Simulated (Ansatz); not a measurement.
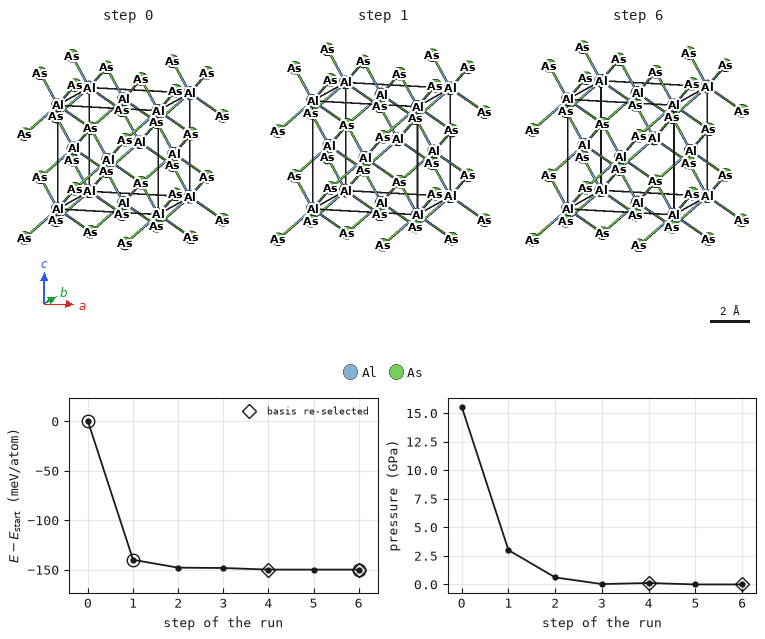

Frames of a relaxation of a crystal of AlAs (built on the zincblende type), marked on the history of the run. Style: ball-and-stick. Shown: the conventional cell (4 times the calculation's cell), slightly off an axis. Lengths and directions refer to the drawn axes.

These are results of DFT, PBE, plane waves, PAW (Ansatz 0.2.0), not measurements. Set-up: plane-wave cutoff 420 eV; k-point mesh 8 × 8 × 8; occupations fermi dirac; smearing width 0.02 eV; no spin polarisation; cell and atoms relaxed; force threshold 0.005 eV/Å.

Question: What happens along the run?

Answer: After 4 accepted moves (6 points after the start) the energy has fallen by 150 meV per atom. All forces vanish by symmetry, so only the cell relaxes. The pressure goes from 15.58 to 0.00 GPa. At 2 points the geometry stayed and the basis and grid were re-selected for the new cell (energy shift of 1.6 meV per atom at most each time). No atom moves by more than 0.005 Å relative to the cell. The drawn cell changes as follows: a = b = c 5.424 → 5.728 Å (+5.6 %); the volume changes by +17.8 %. Near-neighbour distances that change, for instance: Al–As 2.349 → 2.480 Å. The space group stays F-43m (No. 216). The run took 3.3 s on 4 threads of Arm Neoverse V2, with other jobs on the host, peak memory 0.34 GiB. From step 0 to 1: volume +13.0 %, energy −140 meV per atom. From step 1 to 6: volume +4.3 %, energy −9.9 meV per atom.

```tsv
step	E − E(0), meV/atom	pressure, GPa	volume, Å³/atom	note
0	0.00	15.58	19.948	
1	-139.84	3.01	22.535	
2	-147.74	0.62	23.258	
3	-148.10	0.04	23.452	
4	-149.71	0.13	23.452	same geometry, new basis
5	-149.72	0.00	23.496	
6	-149.73	0.00	23.496	same geometry, new basis
```
